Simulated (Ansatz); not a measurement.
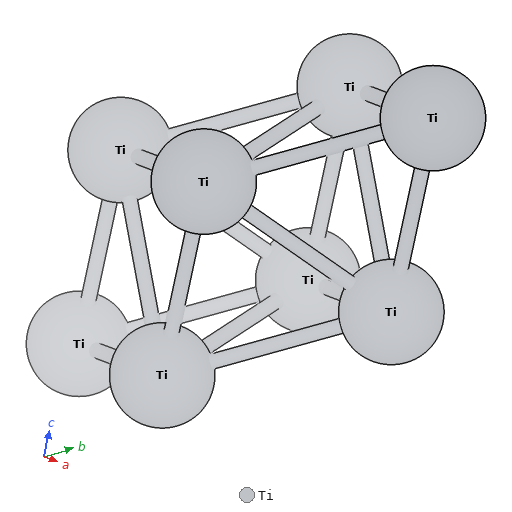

System: a slab cut from Ti (slab content Ti₆), space group Fm-3m (No. 225). The picture shows the bulk cell.

Structure:
```xyz
1
Lattice="0.0000 2.0560 2.0560 2.0560 0.0000 2.0560 2.0560 2.0560 0.0000" Properties=species:S:1:pos:R:3 pbc="T T T"
Ti    0.0000    0.0000    0.0000
```

Method: spacing and rumpling of the atomic planes of a slab cut from the relaxed bulk cell along the Miller plane (conventional indices), bottom to top, after all atoms relax, plane waves with PAW datasets, Γ-centred k mesh (Ansatz 0.2.0). Level: PBE, no spin polarisation.

space group in which the indices count 225; Miller index h 1; Miller index k 0; Miller index l 0; top plane Ti; bottom plane Ti; planes 6; surface cell (1, 1); slab thickness as cut 10.28 Å; vacuum 15 Å; surface area 8.454 Å²; surface a 2.908 Å; surface b 2.908 Å; surface angle 90 °; slab atoms 6; wave cutoff 420 eV; k mesh 12×12×1; occupations Gaussian; smearing width 0.1 eV; boundary dipole corrected.

What does the calculation give for the spacing change of each pair of planes? The cases: 1–2; 2–3; 3–4; 4–5; 5–6.

The least value, −0.177 Å, is that of 1–2 and 5–6, and the largest, 0.062 Å, that of 2–3 and 4–5.

```csv
pair of planes,spacing change (Å),spacing to next (Å)
1–2,-0.177,1.879
2–3,0.062,2.118
3–4,0.008,2.064
4–5,0.062,2.118
5–6,-0.177,1.879
```

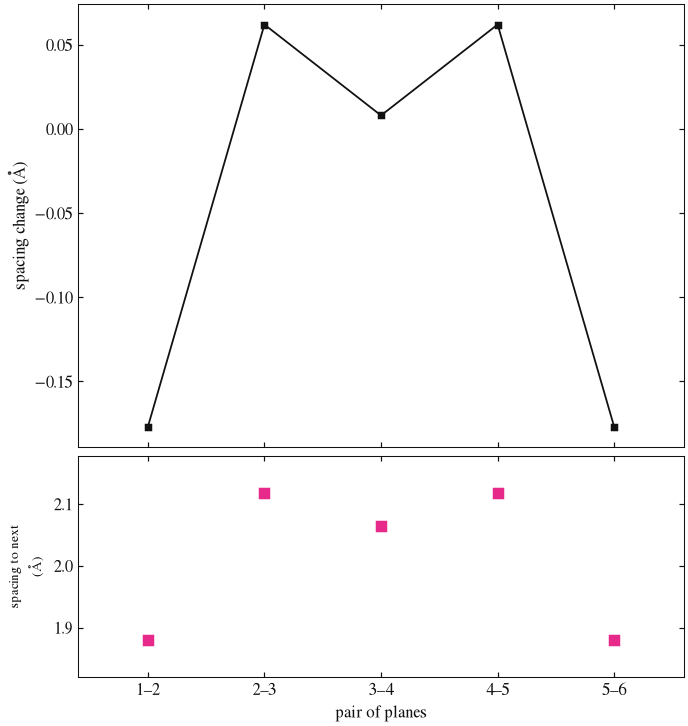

Keep in mind: k mesh lowers the symmetry; xc potential rough in thin density.
